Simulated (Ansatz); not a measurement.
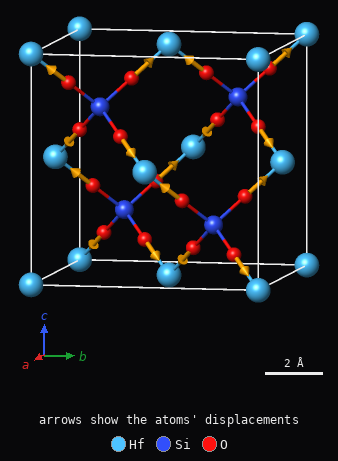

One vibrational mode of a crystal of HfSiO4 (a generated structure) at the zone centre. The orange arrows are the displacements of the atoms (eigenvector over the root of the mass), of arbitrary overall length and sign. The picture is a ball-and-stick view of the conventional cell (4 times the calculation's cell), seen slightly off an axis. Lengths and directions refer to the drawn axes.

Method: DFT PBE, scalar-relativistic, plane waves, PAW (Ansatz).

The input:
```yaml
crystal:
  lattice:
    - [0.0, 4.1280748724, 4.1280748724]
    - [4.1280748724, 0.0, 4.1280748724]
    - [4.1280748724, 4.1280748724, 0.0]
  atoms:
    - { symbol: Hf, position: [0.0, 0.0, 0.0] }
    - { symbol: Si, position: [0.75, 0.75, 0.75] }
    - { symbol: O, position: [0.8641765571, 0.8641765571, 0.4074703288] }
    - { symbol: O, position: [0.8641765571, 0.4074703288, 0.8641765571] }
    - { symbol: O, position: [0.4074703288, 0.8641765571, 0.8641765571] }
    - { symbol: O, position: [0.8641765571, 0.8641765571, 0.8641765571] }
basis:
  ecutwfc: 420
kpoints:
  mp_grid: { grid: [6, 6, 6] }
hamiltonian:
  xc: pbe
scf:
  occupations: { method: fixed }
output:
  eigenvalues: true
phonons:
  method: dfpt
  dielectric: true
  rigid_motions: translations
  eigenvectors: true
  qmesh: [2, 2, 2]
  temperatures: { t_max: 1000, t_step: 100 }
  qpath:
    path:
      - [[0.0, 0.0, 0.0], [-0.5, -0.5, 0.0], [-0.375, -0.375, 0.25]]
      - [[-0.375, 0.0, 0.375], [0.0, 0.0, 0.0], [0.0, 0.0, 0.5], [-0.5, -0.25, 0.25], [-0.5, -0.5, 0.0]]
    npoints: 8
```

Command:
```bash
ansatz run input.yaml --threads 1 --pin off --max-ram 2560MiB --backend cpu --events-out ev --progress --plain --runs-dir out
```

Frequencies are those without the non-analytic (LO–TO) term.

Question: Describe the mode and give its frequency.

Answer: This is the A₁ mode at 31.4 THz, the highest optical level, Raman-active by symmetry. The Hf and Si atoms stay at rest; atoms of one kind move against one another, with no net shift of their sublattice; of the bonds it mainly stretches O–Si, all in phase.
